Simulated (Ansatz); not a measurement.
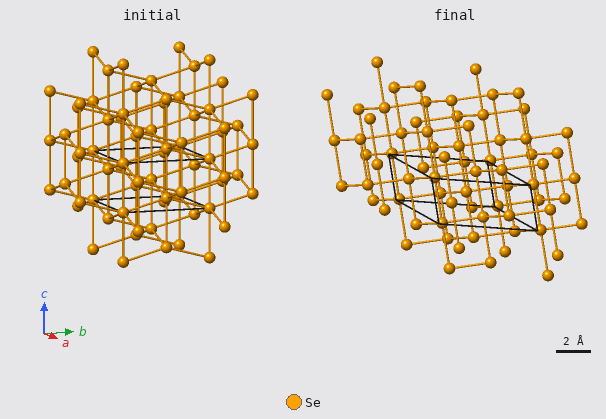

The structure of crystalline Se (a generated structure, set up in I4_1/amd) before (left) and after (right) a relaxation, at one scale.

Style: ball-and-stick. Shown: the conventional cell (2 times the calculation's cell), repeated 1 × 1 × 2 with one cell outlined, slightly off an axis. Lengths and directions refer to the drawn axes.

Phase: beta-Sn type.

The calculation used Ansatz, DFT, PBEsol, plane waves (420 eV) with PAW, scalar-relativistic. Set-up: plane-wave cutoff 420 eV; k-point mesh 12 × 12 × 8; occupations fermi dirac; smearing width 0.1 eV; no spin polarisation; cell and atoms relaxed; force threshold 0.01 eV/Å; at most 60 steps.

What changed between the two?

Answer. The largest moves relative to the cell, 0.44 Å, are those of Se atoms. Cell: a = b 5.515 → 6.150 Å (+11.5 %), c 3.011 → 2.792 Å (−7.3 %), α 90.0° → 103.8°, β 90.0° → 103.8°, γ 90.0° → 78.0°. Volume +7.4 %. Near-neighbour distances that change, for instance: Se–Se 2.859 → 3.887 Å, Se–Se 2.859 → 2.511 Å, Se–Se 3.011 → 2.792 Å. Bond angles that change, for instance: Se–Se–Se 94.0° → 129.9°. The space group (tolerance 0.01 Å) goes from I4_1/amd (No. 141) to C2/c (No. 15). After 22 accepted moves (25 points after the start) the energy has fallen by 216 meV per atom. The largest force component goes from 0.0028 to 0.00035 eV/Å. The pressure goes from −4.48 to 0.00 GPa. The line search rejected the trial step at point 13 of the run. The SCF was repeated twice at an unchanged geometry on a basis and grid sized afresh for the cell, which shifted the energy by 7.3 meV per atom at most. The program noted that a PAW file was made for another functional than the run's. Cost: 2.4 min on 2 threads of Arm Neoverse V2, on a shared host, peak memory 0.53 GiB.
